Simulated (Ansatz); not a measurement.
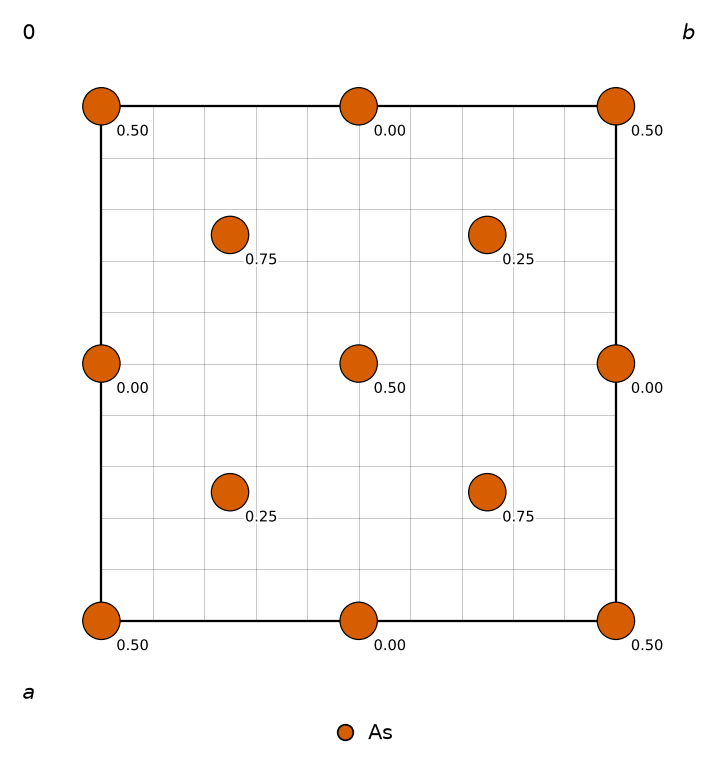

Plan of a unit cell projected along c (a down the page, b across); the numbers are heights as fractions of c, and atoms on the cell's edges are repeated. The grid marks tenths of a and b. Source: the input geometry of an electronic-structure calculation (not necessarily at equilibrium); the starting structure was generated, so it need not be a known form of this composition. All values are computed from the atomic coordinates in the standard setting (tolerance 0.002 Å).

a = 6.165 Å, b = 6.165 Å, c = 6.165 Å, α = 90.00°, β = 90.00°, γ = 90.00°.

> What does the cell contain?

8 As: As, Z = 8.

> Which space group?

No. 227, Fd-3m, origin choice 1, face-centred cubic.

> Give the fractional coordinates of all atoms, to two places.

| atom | x | y | z |
| --- | --- | --- | --- |
| As | 0.75 | 0.75 | 0.75 |
| As | 0.00 | 0.50 | 0.00 |
| As | 0.75 | 0.25 | 0.25 |
| As | 0.00 | 0.00 | 0.50 |
| As | 0.25 | 0.75 | 0.25 |
| As | 0.50 | 0.50 | 0.50 |
| As | 0.25 | 0.25 | 0.75 |
| As | 0.50 | 0.00 | 0.00 |
